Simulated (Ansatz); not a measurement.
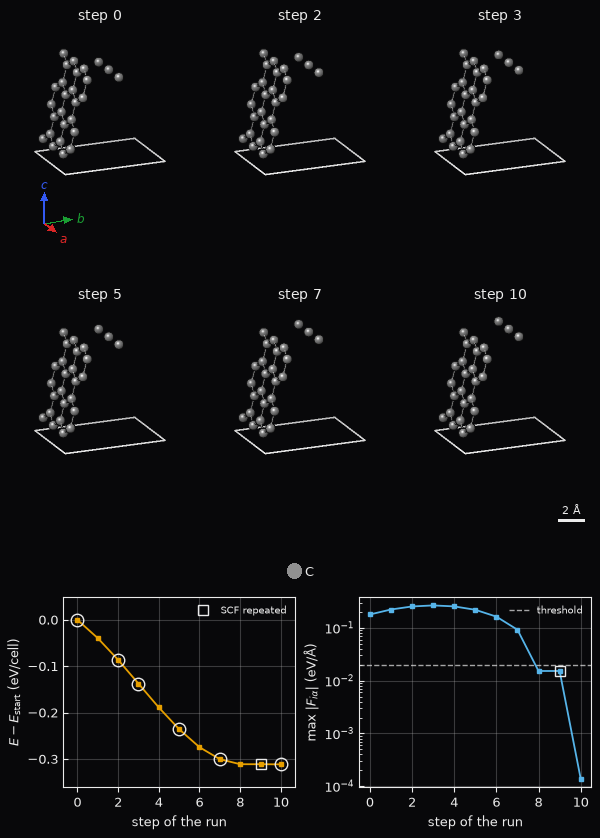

Frames of a constrained relaxation of a slab of composition C (cut from the P6/mmm phase), marked on the history of the run. A ball-and-stick model of the 3 × 1 repeat of the cell, outlined in the plane, without the vacuum, seen slightly off an axis.

Case: C over the place (1/6, 2/6) of the surface cell, its height relaxed. The slab is the (1 0 1) face of C with C on it. 8 atoms are held fixed.

The calculation used DFT PBEsol, scalar-relativistic, plane waves, PAW in Ansatz.

The input:
```yaml
crystal:
  lattice:
    - [2.4588140226, 0.0, 0.0]
    - [-1.2294070113, 8.7848638378, 0.0]
    - [0.0, 0.0, 25.8863084286]
  atoms:
    - { symbol: C, position: [0.039169795, 0.0783395899, 0.3283589092] }
    - { symbol: C, position: [0.5489622436, 0.0979244873, 0.3549610354] }
    - { symbol: C, position: [0.5685471411, 0.1370942823, 0.4081652878] }
    - { symbol: C, position: [0.0783395899, 0.1566791797, 0.4347674139] }
    - { symbol: C, position: [0.0983391528, 0.1966795219, 0.4884477367] }
    - { symbol: C, position: [0.6080958882, 0.2161929013, 0.5144630978] }
    - { symbol: C, position: [0.6288531168, 0.2577114228, 0.5695621573] }
    - { symbol: C, position: [0.1376152981, 0.275236241, 0.5927073799] }
    - { symbol: C, position: [0.3042819647, 0.6085695743, 0.5556221384] }
basis:
  ecutwfc: 420
kpoints:
  mp_grid: { grid: [12, 4, 1] }
hamiltonian:
  xc: pbesol
scf:
  occupations: { method: gaussian, width: 0.1 }
output:
  forces: true
  eigenvalues: true
relax:
  adjacent_minimum: "off"
  f_tol: 0.02
  max_steps: 25
  constraints: [{ sites: [0, 1, 2, 3, 4, 5, 6, 7] }, { site: 8, fix: xy }]
efield:
  axis: 3
  dipole_correction: true
  ramp_width: 0.04
```

Command:
```bash
ansatz run input.yaml --threads 2 --pin off --max-ram 5120MiB --backend cpu --events-out ev --progress --plain --runs-dir out
```

### Describe the path.

The energy falls by 0.311 eV per cell of the calculation in 9 accepted moves (10 points after the start). The largest force component goes from 0.18 to 0.00014 eV/Å. 1 step only repeated the SCF at the same geometry. The largest move is that of C9, 1.61 Å along the normal (+c). The lattice vectors keep their values. The run took 5.7 min on 2 threads of Intel(R) Xeon(R) Processor @ 2.50GHz (Skylake/Cascade Lake), with other jobs on the host, peak memory 0.81 GiB. From step 0 to 2: C9 moves most (0.39 Å), energy −86.2 meV per cell of the calculation. From step 2 to 3: C9 moves most (0.20 Å), energy −51.2 meV per cell of the calculation. From step 3 to 5: C9 moves most (0.39 Å), energy −98.3 meV per cell of the calculation. From step 5 to 7: C9 moves most (0.40 Å), energy −64.6 meV per cell of the calculation. From step 7 to 10: C9 moves most (0.24 Å), energy −11.1 meV per cell of the calculation.

```
step  E − E(0), meV/atom  largest force component, eV/Å                         note
   0                0.00                         0.1795                             
   1               -4.37                         0.2230                             
   2               -9.58                         0.2546                             
   3              -15.27                         0.2666                             
   4              -20.98                         0.2554                             
   5              -26.18                         0.2204                             
   6              -30.49                         0.1635                             
   7              -33.36                         0.0923                             
   8              -34.57                         0.0152                             
   9              -34.57                         0.0153  same geometry, SCF repeated
  10              -34.60                         0.0001
```

Limits of the set-up: the periodic images lie only 2.5 Å apart, so the values are limited by the cell's size.
